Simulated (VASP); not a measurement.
# Workfunction calculation of Y (part 1 of 2)

- system: Y (slab, 4 atoms in the cell)
- method: Kohn-Sham DFT of a periodic cell, PW91, VASP PAW PBE potentials, recommended, no spin polarisation (VASP 6.6.1)

The structure derives from an entry of the Crystallography Open Database. The run did not end well. It belongs to a series of runs on one base structure; here: xc = PW91; the (1 1 1) slab of Y, cut from the database cell, not relaxed.

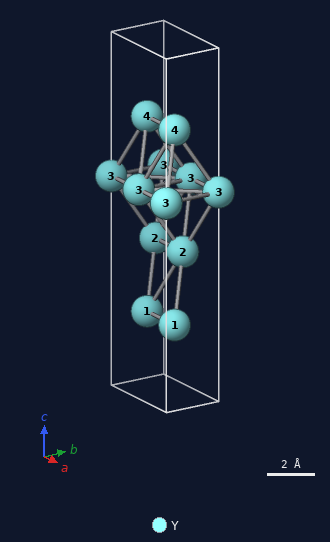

*The structure as given in the input (ball-and-stick view of the 2 × 1 repeat of the cell, with the vacuum cut short, seen slightly off an axis; atoms are numbered from 1 in the order of the input).*

Near neighbours in the crystal (not all of them lie inside the picture): Y has 9 Y at 3.51 Å; Y has 12 Y at 3.51 Å.

**INCAR**
```
SYSTEM = Y
ALGO = Fast
DIPOL = 0.5 0.5 0.500
EDIFF = 1E-6
ENCUT = 520
GGA = 91
IDIPOL = 3
ISIF = 2
ISMEAR = -1
LASPH = .True.
LCHARG = .True.
LDIPOL = .True.
LELF = .True.
LREAL = .False.
LVACPOTAV = .True.
LVHAR = .True.
LWAVE = .False.
NELM = 60
PREC = Accurate
SIGMA = 0.05
```

**KPOINTS**
```
k-points
0
Gamma
  7 7 1
  0 0 0
```

**POSCAR**
```
Y
1.0
    3.5143207025      0.0000000000      0.0000000000
   -1.7571603512      3.0434910054      0.0000000000
    0.0000000000      0.0000000000     23.6082925136
Y
4
Direct
    0.6666666667      0.3333333333      0.3176849828
    0.3333333333      0.6666666667      0.4392283276
    0.0000000000      0.0000000000      0.5607716724
    0.6666666667      0.3333333333      0.6823150172
```

Run as:
```bash
cat potpaw_PBE.64/Y_sv/POTCAR > POTCAR
mpirun -np 1 vasp_std > vasp.out
```

**OSZICAR**
```
N       E                     dE             d eps       ncg     rms          rms(c)
DAV:   1     0.250261152011E+03    0.25026E+03   -0.22127E+04   496   0.147E+03
DAV:   2     0.368007849302E+01   -0.24658E+03   -0.24417E+03   482   0.359E+02
DAV:   3    -0.235441908373E+02   -0.27224E+02   -0.26817E+02   708   0.632E+01
DAV:   4    -0.266438868625E+02   -0.30997E+01   -0.30646E+01   684   0.234E+01
DAV:   5    -0.268164188833E+02   -0.17253E+00   -0.17102E+00   656   0.469E+00    0.509E+01
RMM:   6    -0.263317698406E+02    0.48465E+00   -0.18509E+01   570   0.100E+01    0.327E+01
RMM:   7    -0.259456463303E+02    0.38612E+00   -0.62685E+00   550   0.782E+00    0.297E+01
RMM:   8    -0.240809856777E+02    0.18647E+01   -0.22455E+00   591   0.548E+00    0.379E+00
RMM:   9    -0.241530172471E+02   -0.72032E-01   -0.10802E+00   644   0.278E+00    0.217E+00
RMM:  10    -0.241825238825E+02   -0.29507E-01   -0.25353E-01   631   0.151E+00    0.336E+00
RMM:  11    -0.241895252834E+02   -0.70014E-02   -0.22930E-01   705   0.860E-01    0.123E+00
RMM:  12    -0.242033069254E+02   -0.13782E-01   -0.10708E-01   653   0.813E-01    0.122E+00
RMM:  13    -0.242148670482E+02   -0.11560E-01   -0.14616E-01   699   0.541E-01    0.501E-01
RMM:  14    -0.242213080005E+02   -0.64410E-02   -0.76081E-02   728   0.382E-01    0.362E-01
RMM:  15    -0.242290213642E+02   -0.77134E-02   -0.77997E-02   744   0.285E-01    0.440E-01
RMM:  16    -0.242345540092E+02   -0.55326E-02   -0.49926E-02   682   0.247E-01    0.557E-01
RMM:  17    -0.242387736824E+02   -0.42197E-02   -0.49754E-02   687   0.204E-01    0.561E-01
RMM:  18    -0.242391396931E+02   -0.36601E-03   -0.28511E-02   661   0.214E-01    0.391E-01
RMM:  19    -0.242395830093E+02   -0.44332E-03   -0.30013E-02   737   0.293E-01    0.878E-02
RMM:  20    -0.242415872980E+02   -0.20043E-02   -0.20381E-02   657   0.155E-01    0.774E-02
RMM:  21    -0.242438575250E+02   -0.22702E-02   -0.21801E-02   650   0.123E-01    0.139E-01
RMM:  22    -0.242459507286E+02   -0.20932E-02   -0.17079E-02   627   0.145E-01    0.218E-01
RMM:  23    -0.242469373721E+02   -0.98664E-03   -0.16457E-02   591   0.116E-01    0.166E-01
RMM:  24    -0.242479515165E+02   -0.10141E-02   -0.12412E-02   612   0.101E-01    0.139E-01
RMM:  25    -0.242490255432E+02   -0.10740E-02   -0.12678E-02   649   0.100E-01    0.852E-02
RMM:  26    -0.242499021170E+02   -0.87657E-03   -0.97652E-03   682   0.107E-01    0.323E-02
RMM:  27    -0.242509110324E+02   -0.10089E-02   -0.10072E-02   595   0.746E-02    0.290E-02
RMM:  28    -0.242516657612E+02   -0.75473E-03   -0.76451E-03   562   0.632E-02    0.343E-02
RMM:  29    -0.242524672221E+02   -0.80146E-03   -0.80851E-03   514   0.562E-02    0.415E-02
RMM:  30    -0.242530797947E+02   -0.61257E-03   -0.61590E-03   446   0.504E-02    0.561E-02
RMM:  31    -0.242538077163E+02   -0.72792E-03   -0.67394E-03   497   0.559E-02    0.915E-02
RMM:  32    -0.242543192157E+02   -0.51150E-03   -0.51376E-03   388   0.428E-02    0.113E-01
RMM:  33    -0.242548679256E+02   -0.54871E-03   -0.54828E-03   326   0.390E-02    0.138E-01
RMM:  34    -0.242552833109E+02   -0.41539E-03   -0.42223E-03   294   0.367E-02    0.144E-01
RMM:  35    -0.242557390794E+02   -0.45577E-03   -0.45336E-03   234   0.344E-02    0.164E-01
RMM:  36    -0.242560818247E+02   -0.34275E-03   -0.34820E-03   218   0.326E-02    0.174E-01
RMM:  37    -0.242564572196E+02   -0.37539E-03   -0.37452E-03   209   0.310E-02    0.187E-01
RMM:  38    -0.242567442693E+02   -0.28705E-03   -0.28784E-03   221   0.295E-02    0.200E-01
RMM:  39    -0.242570475012E+02   -0.30323E-03   -0.30894E-03   298   0.284E-02    0.207E-01
RMM:  40    -0.242572741856E+02   -0.22668E-03   -0.23673E-03   299   0.272E-02    0.213E-01
RMM:  41    -0.242575218334E+02   -0.24765E-03   -0.25491E-03   217   0.256E-02    0.221E-01
RMM:  42    -0.242577161078E+02   -0.19427E-03   -0.19537E-03   188   0.242E-02    0.230E-01
RMM:  43    -0.242579241950E+02   -0.20809E-03   -0.21135E-03   260   0.233E-02    0.238E-01
RMM:  44    -0.242580862902E+02   -0.16210E-03   -0.16169E-03   173   0.217E-02    0.247E-01
RMM:  45    -0.242582561638E+02   -0.16987E-03   -0.17547E-03   216   0.210E-02    0.252E-01
RMM:  46    -0.242583867159E+02   -0.13055E-03   -0.13371E-03   185   0.199E-02    0.259E-01
RMM:  47    -0.242585321572E+02   -0.14544E-03   -0.14626E-03   178   0.190E-02    0.266E-01
RMM:  48    -0.242586425848E+02   -0.11043E-03   -0.11105E-03   162   0.181E-02    0.273E-01
RMM:  49    -0.242587634047E+02   -0.12082E-03   -0.12223E-03   197   0.174E-02    0.278E-01
RMM:  50    -0.242588545929E+02   -0.91188E-04   -0.92430E-04   168   0.164E-02    0.284E-01
RMM:  51    -0.242589623173E+02   -0.10772E-03   -0.10300E-03   171   0.158E-02    0.293E-01
RMM:  52    -0.242590387090E+02   -0.76392E-04   -0.77185E-04   164   0.150E-02    0.297E-01
RMM:  53    -0.242591237381E+02   -0.85029E-04   -0.86605E-04   151   0.143E-02    0.302E-01
RMM:  54    -0.242591891056E+02   -0.65368E-04   -0.64746E-04   134   0.136E-02    0.307E-01
RMM:  55    -0.242592614699E+02   -0.72364E-04   -0.73137E-04   134   0.131E-02    0.312E-01
RMM:  56    -0.242592319106E+02    0.29559E-04   -0.53161E-04   425   0.189E-02    0.291E-01
RMM:  57    -0.242592807727E+02   -0.48862E-04   -0.61053E-04   347   0.145E-02    0.291E-01
RMM:  58    -0.242593197409E+02   -0.38968E-04   -0.44172E-04   248   0.126E-02    0.293E-01
RMM:  59    -0.242593646667E+02   -0.44926E-04   -0.51546E-04   237   0.119E-02    0.295E-01
RMM:  60    -0.242593916994E+02   -0.27033E-04   -0.37415E-04   297   0.117E-02
   1 F= -.24259392E+02 E0= -.24222367E+02  d E =-.740491E-01
```

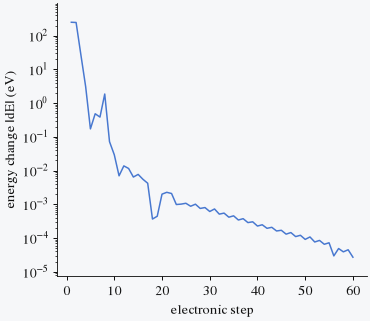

*Convergence of the self-consistent field: energy change |dE| against the electronic step.*

It takes 60 electronic steps. The density is held fixed in the first few steps, and dE rises again when its update begins.

**Parts of OUTCAR**
```
SYSTEM = Y
   EDIFF = 1E-6
   ENCUT = 520
   GGA = 91
   ISIF = 2
   ISMEAR = -1
   LASPH = .True.
   LREAL = .False.
   NELM = 60
   PREC = Accurate

 ion  position               nearest neighbor table
   1  0.667  0.333  0.318-   2 3.51   2 3.51   2 3.51
   2  0.333  0.667  0.439-   3 3.51   1 3.51   1 3.51   3 3.51   3 3.51   1 3.51
   3  0.000  0.000  0.561-   4 3.51   2 3.51   4 3.51   2 3.51   4 3.51   2 3.51
   4  0.667  0.333  0.682-   3 3.51   3 3.51   3 3.51

  LATTYP: Found a hexagonal cell.
 ALAT       =     3.5143207025
 C/A-ratio  =     6.7177399310

  Lattice vectors:

 A1 = (   3.5143207025,   0.0000000000,   0.0000000000)
 A2 = (  -1.7571603512,   3.0434910054,   0.0000000000)
 A3 = (   0.0000000000,   0.0000000000,  23.6082925136)

Analysis of symmetry for initial positions (statically):
=====================================================================
 Subroutine PRICEL returns:
 Original cell was already a primitive cell.

 Routine SETGRP: Setting up the symmetry group for a
 hexagonal supercell.

 Subroutine GETGRP returns: Found 12 space group operations
 (whereof  6 operations were pure point group operations)
 out of a pool of 24 trial point group operations.

The static configuration has the point symmetry C_3v.
 The point group associated with its full space group is D_3d.

Analysis of symmetry for dynamics (positions and initial velocities):
=====================================================================
 Subroutine PRICEL returns:
 Original cell was already a primitive cell.

 Routine SETGRP: Setting up the symmetry group for a
 hexagonal supercell.

 Subroutine GETGRP returns: Found 12 space group operations
 (whereof  6 operations were pure point group operations)
 out of a pool of 24 trial point group operations.

The dynamic configuration has the point symmetry C_3v.
 The point group associated with its full space group is D_3d.

 Subroutine INISYM returns: Found 12 space group operations
 (whereof  6 operations are pure point group operations),
 and found     1 'primitive' translations

----------------------------------------------------------------------------------------

                                     Primitive cell

  volume of cell :     252.5097

  direct lattice vectors                    reciprocal lattice vectors
     3.514320703  0.000000000  0.000000000     0.284550013  0.164285026  0.000000000
    -1.757160351  3.043491005  0.000000000     0.000000000  0.328570053  0.000000000
     0.000000000  0.000000000 23.608292514     0.000000000  0.000000000  0.042357998

  length of vectors
     3.514320703  3.514320702 23.608292514     0.328570053  0.328570053  0.042357998

  position of ions in fractional coordinates (direct lattice)
     0.666666667  0.333333333  0.317684983
     0.333333333  0.666666667  0.439228328
     0.000000000  0.000000000  0.560771672
     0.666666667  0.333333333  0.682315017

  ion indices of the primitive-cell ions
   primitive index   ion index
                 1           1
                 2           2
                 3           3
                 4           4

----------------------------------------------------------------------------------------

 KPOINTS: k-points

Automatic generation of k-mesh.
 Grid dimensions read from file:
 generate k-points for:    7    7    1

 Generating k-lattice:

  Cartesian coordinates                     Fractional coordinates (reciprocal lattice)
     0.040650002  0.023469289  0.000000000     0.142857143  0.000000000  0.000000000
     0.000000000  0.046938579  0.000000000     0.000000000  0.142857143  0.000000000
     0.000000000  0.000000000  0.042357998     0.000000000  0.000000000  1.000000000

  Length of vectors
     0.046938579  0.046938579  0.042357998

  Shift w.r.t. Gamma in fractional coordinates (k-lattice)
     0.000000000  0.000000000  0.000000000

 Subroutine IBZKPT returns following result:
 ===========================================

 Found      8 irreducible k-points:

 Following reciprocal coordinates:
            Coordinates               Weight
  0.000000  0.000000  0.000000      1.000000
  0.142857  0.000000  0.000000      6.000000
  0.285714  0.000000  0.000000      6.000000
  0.428571  0.000000  0.000000      6.000000
  0.142857  0.142857  0.000000      6.000000
  0.285714  0.142857  0.000000     12.000000
  0.428571  0.142857  0.000000      6.000000
  0.285714  0.285714  0.000000      6.000000
```
